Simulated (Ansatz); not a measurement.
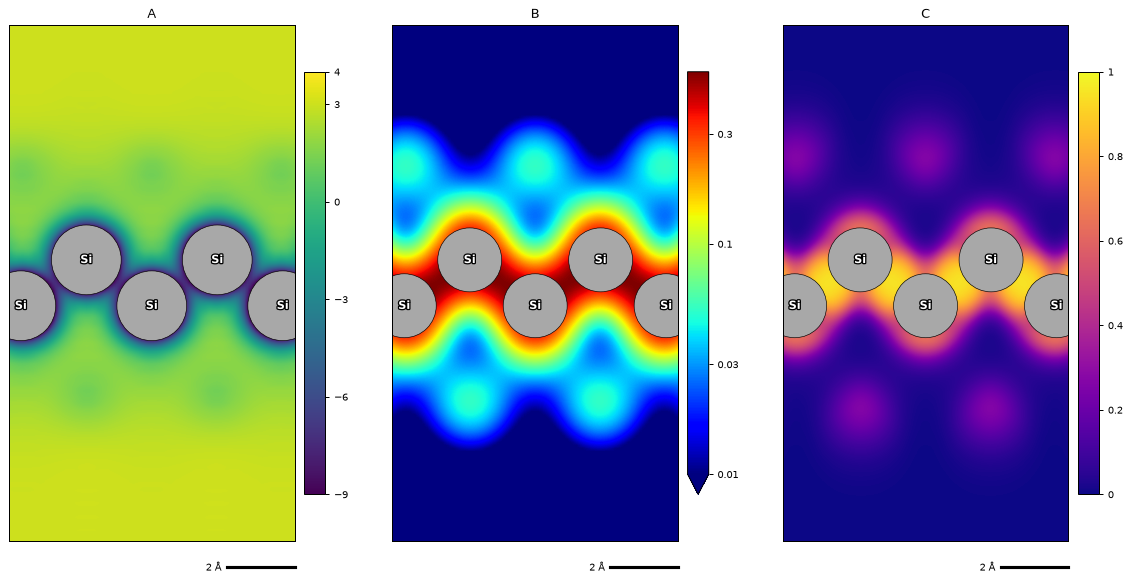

Si (slab): 3 fields on the (100) plane of the calculation cell, a cut from vacuum to vacuum, with unlabelled colour scales. Grey discs cover the atomic cores.

These are results of DFT PBE, scalar-relativistic, plane waves, PAW in Ansatz, not measurements.

```
Si
1.0
     3.86771    0.00000    0.00000
     0.00000    3.86771    0.00000
     0.00000    0.00000   30.60161
Si
6
Direct
  0.00000 0.50000 0.24546
  0.00000 0.00000 0.28996
  0.50000 0.00000 0.33502
  0.50000 0.50000 0.37931
  0.00000 0.50000 0.42467
  0.00000 0.00000 0.46844
```

Q: Match the panels to the quantities (electron localisation function, electrostatic potential energy of an electron and valence pseudo-density).

A: Panel A: electrostatic potential energy of an electron (low next to the atoms, rising into the space between them). Panel B: valence pseudo-density. Panel C: electron localisation function. From the grid: Si–Si (2.36 Å): ρ at the midpoint is about 0.56 e/Å³; the ELF peaks at about 0.95 between the atoms.
